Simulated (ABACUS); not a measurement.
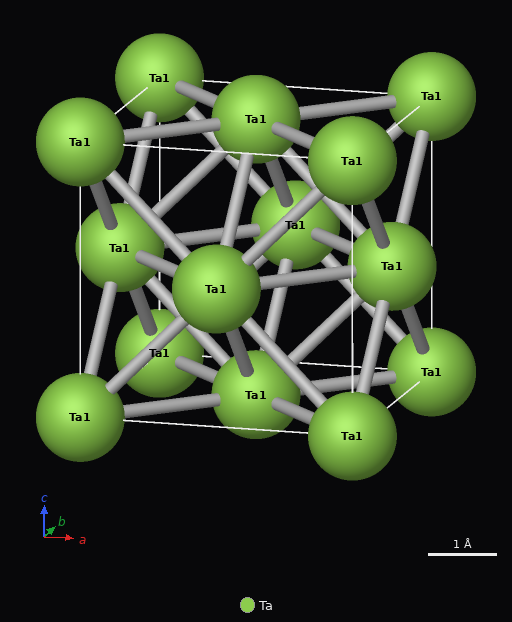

The structure (ball-and-stick view of the cell 4 times as large as that of the calculation, set on its symmetry axes, seen slightly off an axis; atoms are numbered from 1 in the order of the input). Near neighbours in the crystal (not all of them lie inside the picture): Ta has 12 Ta at 2.98 Å.

## Single-point calculation at one volume of an equation of state, with input and output: Ta (part 1 of 2)

System: Ta (Fm-3m, 1 atom in the cell).
Method: Kohn-Sham DFT of a periodic cell, PBE, PseudoDojo NC SR 0.4.1 PBE standard, no spin polarisation (ABACUS 3.10.1).

The structure derives from an entry of the Crystallography Open Database. It belongs to a series of runs on one base structure; here: volume scaled by 1.0.

Input file:
```
INPUT_PARAMETERS
suffix              Ta
calculation         scf
basis_type          lcao
pseudo_dir          ./
orbital_dir         ./
symmetry            1
dft_functional      pbe
ecutwfc             100
pseudo_rcut         10
nspin               1
nbands              11
ks_solver           genelpa
smearing_method     fd
smearing_sigma      0.00367493
scf_thr             1e-07
scf_nmax            100
mixing_type         broyden
mixing_beta         0.7
cal_force           1
cal_stress          1
out_mul             1
```

File STRU:
```
ATOMIC_SPECIES
Ta 180.9479 Ta.upf

NUMERICAL_ORBITAL
Ta_confined-atom_7au_3s2p2d1f.orb

LATTICE_CONSTANT
1.8897261246

LATTICE_VECTORS
0.0000000000 2.1100000000 2.1100000000
2.1100000000 0.0000000000 2.1100000000
2.1100000000 2.1100000000 0.0000000000

ATOMIC_POSITIONS
Direct

Ta
0.0
1
0.0000000000 0.0000000000 0.0000000000 1 1 1
```

File KPT:
```
K_POINTS
0
Gamma
11 11 11 0 0 0
```

Run on 4 threads of AMD EPYC (Zen 3), 24 GiB of memory available, shared host.

Run as:
```bash
OMP_NUM_THREADS=1 mpirun -np 4 abacus > log
```

Log:
```
ABACUS v3.10.1

               Atomic-orbital Based Ab-initio Computation at UStc

 ------------------------------------------------------------------------------------

 READING GENERAL INFORMATION
                           global_out_dir = OUT.Ta/
                           global_in_card = INPUT
                               pseudo_dir = ./
                              orbital_dir = ./
                                    DSIZE = 4
                                    GSIZE = 1

 READING UNITCELL INFORMATION
                                    ntype = 1
                  lattice constant (Bohr) = 1.88973
              lattice constant (Angstrom) = 1

 READING ATOM TYPE 1
                               atom label = Ta
                      L=0, number of zeta = 3
                      L=1, number of zeta = 2
                      L=2, number of zeta = 2
                      L=3, number of zeta = 1
             number of atom for this type = 1

                        TOTAL ATOM NUMBER = 1
DIRECT COORDINATES
    atom                   x                   y                   z     mag                  vx                  vy                  vz
taud_Ta1            0.0000000000        0.0000000000        0.0000000000  0.0000        0.0000000000        0.0000000000        0.0000000000

                          Volume (Bohr^3) = 126.787
                             Volume (A^3) = 18.7878

 Lattice vectors: (Cartesian coordinate: in unit of a_0)
                   +0               +2.11               +2.11
                +2.11                  +0               +2.11
                +2.11               +2.11                  +0
 Reciprocal vectors: (Cartesian coordinate: in unit of 2 pi/a_0)
            -0.236967           +0.236967           +0.236967
            +0.236967           -0.236967           +0.236967
            +0.236967           +0.236967           -0.236967
 The esolver type has been set to : ksdft_lcao

                PAO radial cut off (Bohr) = 10

 Read in pseudopotential file is Ta.upf
                     pseudopotential type = NC
          exchange-correlation functional = PBE
                 nonlocal core correction = 1
                        valence electrons = 13
                                     lmax = 3
                           number of zeta = 4
                     number of projectors = 8
                           L of projector = 0
                           L of projector = 0
                           L of projector = 1
                           L of projector = 1
                           L of projector = 2
                           L of projector = 2
                           L of projector = 3
                           L of projector = 3
     initial pseudo atomic orbital number = 10

 SETUP THE ELECTRONS NUMBER
            electron number of element Ta = 13
      total electron number of element Ta = 13
            AUTOSET number of electrons:  = 13
                           occupied bands = 7
                                   NLOCAL = 26
                                   NBANDS = 11
                                   NBANDS = 11
                                   NLOCAL = 26

%%%%%%%%%%%%%%%%%%%%%%%%%%%%%%%%%%%%%%%%%%%%%%%%%%%%%%%%%%%%%%%%%%%%%%%%%%%%%%%%%%%%%%%%%%%%%%%%%%%%%%%%%%
 Warning: the number of valence electrons in pseudopotential > 5 for Ta: [Xe] 4f14 5d3 6s2
 Pseudopotentials with additional electrons can yield (more) accurate outcomes, but may be less efficient.
 If you're confident that your chosen pseudopotential is appropriate, you can safely ignore this warning.
%%%%%%%%%%%%%%%%%%%%%%%%%%%%%%%%%%%%%%%%%%%%%%%%%%%%%%%%%%%%%%%%%%%%%%%%%%%%%%%%%%%%%%%%%%%%%%%%%%%%%%%%%%

 SETUP THE PLANE WAVE BASIS
 energy cutoff for charge/potential (unit:Ry) = 400
            fft grid for charge/potential = [ 36, 36, 36 ]
                        fft grid division = [ 3, 3, 3 ]
        big fft grid for charge/potential = [ 12, 12, 12 ]
                                     nbxx = 432
                                     nrxx = 11664

 SETUP PLANE WAVES FOR CHARGE/POTENTIAL
                    number of plane waves = 17153
                         number of sticks = 871

 PARALLEL PW FOR CHARGE/POTENTIAL
     PROC   COLUMNS(POT)             PW
        1            217           4288
        2            217           4288
        3            218           4288
        4            219           4289
 --------------- sum -------------------
        4            871          17153
                            number of |g| = 213
                                  max |g| = 36.1627
                                  min |g| = 0.16846

----------- Double Check Mixing Parameters Begin ------------
mixing_type: broyden
mixing_beta: 0.7
mixing_gg0: 1
mixing_gg0_min: 0.1
mixing_ndim: 8
----------- Double Check Mixing Parameters End ------------

 LATTICE VECTORS: (CARTESIAN COORDINATE: IN UNIT OF A0)
                   +0               +2.11               +2.11
                +2.11                  +0               +2.11
                +2.11               +2.11                  +0
                       right hand lattice = 1
                                   NORM_A = 2.98399
                                   NORM_B = 2.98399
                                   NORM_C = 2.98399
                           ALPHA (DEGREE) = 60
                           BETA  (DEGREE) = 60
                           GAMMA (DEGREE) = 60

 The lattice vectors have been changed (STRU_SIMPLE.cif)

(for optimal symmetric configuration:)
                             BRAVAIS TYPE = 3
                     BRAVAIS LATTICE NAME = 03. Cubic F (face-centered)
                                    ibrav = 3
                                    IBRAV = 3
                                  BRAVAIS = FACE CENTERED CUBIC
                       LATTICE CONSTANT A = 4.22
Original cell was already a primitive cell.
                        ROTATION MATRICES = 48
              PURE POINT GROUP OPERATIONS = 48
                   SPACE GROUP OPERATIONS = 48
                              POINT GROUP = O_h
               POINT GROUP IN SPACE GROUP = O_h

 SETUP K-POINTS
                                    nspin = 1
                   Input type of k points = Monkhorst-Pack(Gamma)
                                   nkstot = 1331
                       right hand lattice = 1
(for reciprocal lattice: )
                             BRAVAIS TYPE = 2
                     BRAVAIS LATTICE NAME = 02. Cubic I (body-centered)
                                    ibrav = 2
                       right hand lattice = 1
(for k-lattice: )
                             BRAVAIS TYPE = 2
                     BRAVAIS LATTICE NAME = 02. Cubic I (body-centered)
                                    ibrav = 2
                       right hand lattice = 1
                        ROTATION MATRICES = 48
                               nkstot_ibz = 56
K-POINTS REDUCTION ACCORDING TO SYMMETRY
     IBZ    DIRECT_X    DIRECT_Y    DIRECT_Z  WEIGHT  ibz2bz
       1  0.00000000  0.00000000  0.00000000  0.0008       0
       2  0.09090909  0.09090909  0.09090909  0.0060       1
       3  0.18181818  0.18181818  0.18181818  0.0060       2
       4  0.27272727  0.27272727  0.27272727  0.0060       3
       5  0.36363636  0.36363636  0.36363636  0.0060       4
       6  0.45454545  0.45454545  0.45454545  0.0060       5
       7  0.09090909  0.09090909  0.00000000  0.0045      12
       8  0.18181818  0.18181818  0.09090909  0.0180      13
       9  0.27272727  0.27272727  0.18181818  0.0180      14
      10  0.36363636  0.36363636  0.27272727  0.0180      15
      11  0.45454545  0.45454545  0.36363636  0.0180      16
      12 -0.45454545  0.45454545  0.45454545  0.0180      17
      13  0.45454545  0.36363636  0.36363636  0.0180      18
      14  0.36363636  0.27272727  0.27272727  0.0180      19
      15  0.27272727  0.18181818  0.18181818  0.0180      20
      16  0.18181818  0.09090909  0.09090909  0.0090      21
      17  0.18181818  0.18181818  0.00000000  0.0045      24
      18  0.27272727  0.27272727  0.09090909  0.0180      25
      19  0.36363636  0.36363636  0.18181818  0.0180      26
      20  0.45454545  0.45454545  0.27272727  0.0180      27
      21 -0.36363636  0.45454545  0.45454545  0.0180      28
      22 -0.45454545  0.36363636  0.36363636  0.0180      29
      23  0.45454545  0.27272727  0.27272727  0.0180      30
      24  0.36363636  0.18181818  0.18181818  0.0090      31
      25  0.27272727  0.27272727  0.00000000  0.0045      36
      26  0.36363636  0.36363636  0.09090909  0.0180      37
      27  0.45454545  0.45454545  0.18181818  0.0180      38
      28 -0.27272727  0.45454545  0.45454545  0.0180      39
      29 -0.36363636  0.36363636  0.36363636  0.0180      40
      30 -0.45454545  0.27272727  0.27272727  0.0090      41
[... 26 further k points ...]

                               nkstot now = 56
[... K-POINTS DIRECT COORDINATES: 56 rows ...]

           k-point number in this process = 56
       minimum distributed K point number = 56
[... stars of the k points ...]

[... K-POINTS CARTESIAN COORDINATES: 56 rows ...]

[... K-POINTS DIRECT COORDINATES: 56 rows ...]

 SETUP PLANE WAVES FOR WAVE FUNCTIONS
     energy cutoff for wavefunc (unit:Ry) = 100
              fft grid for wave functions = [ 36, 36, 36 ]
                    number of plane waves = 2975
                         number of sticks = 271

 PARALLEL PW FOR WAVE FUNCTIONS
     PROC   COLUMNS(POT)             PW
        1             67            744
        2             67            744
        3             69            744
        4             68            743
 --------------- sum -------------------
        4            271           2975

 SET NONLOCAL PSEUDOPOTENTIAL PROJECTORS
 max number of nonlocal projetors among all species is 8

 -------------------------------------------
 SELF-CONSISTENT
 -------------------------------------------

 SETUP SEARCHING RADIUS FOR PROGRAM TO SEARCH ADJACENT ATOMS
                  longest orb rcut (Bohr) = 7
   longest nonlocal projector rcut (Bohr) = 2.3
                     search radius (Bohr) = 18.6
              searching radius is (Bohr)) = 18.6
         searching radius unit is (Bohr)) = 1.89
                         PeriodicBoundary = 1
                        Radius(unit:lat0) = 9.84
                                   glayer = [ 6, 6, 6 ]
                             glayer_minus = [ 5, 5, 5 ]

Find the coordinate range of the input atom(unit:lat0).
                                  min_tau = [ -21.1, -21.1, -21.1 ]
                                  max_tau = [ 21.1, 21.1, 21.1 ]
                                BoxNumber = [ 11, 11, 11 ]

 SETUP EXTENDED REAL SPACE GRID FOR GRID INTEGRATION
                          real space grid = [ 36, 36, 36 ]
                 big cell numbers in grid = [ 12, 12, 12 ]
             meshcell numbers in big cell = [ 3, 3, 3 ]
                        extended fft grid = [ 19, 19, 19 ]
                dimension of extened grid = [ 51, 51, 51 ]
                            UnitCellTotal = 125
              Atom number in sub-FFT-grid = 1
    Local orbitals number in sub-FFT-grid = 26
                                ParaV.nnr = 15717
                                 init_chg = atomic

 LCAO ALGORITHM --------------- ION=   1  ELEC=   1--------------------------------

 Density error is 0.0532391104814
----------------------------------------------------------
     Energy           Rydberg                 eV
----------------------------------------------------------
 E_KohnSham     -130.1830566287      -1771.2313532068
 E_Harris       -131.0819669865      -1783.4616560638
 E_Fermi        1.3433685744         18.2774671258
----------------------------------------------------------

 LCAO ALGORITHM --------------- ION=   1  ELEC=   2--------------------------------

 Density error is 0.0114009192298
```
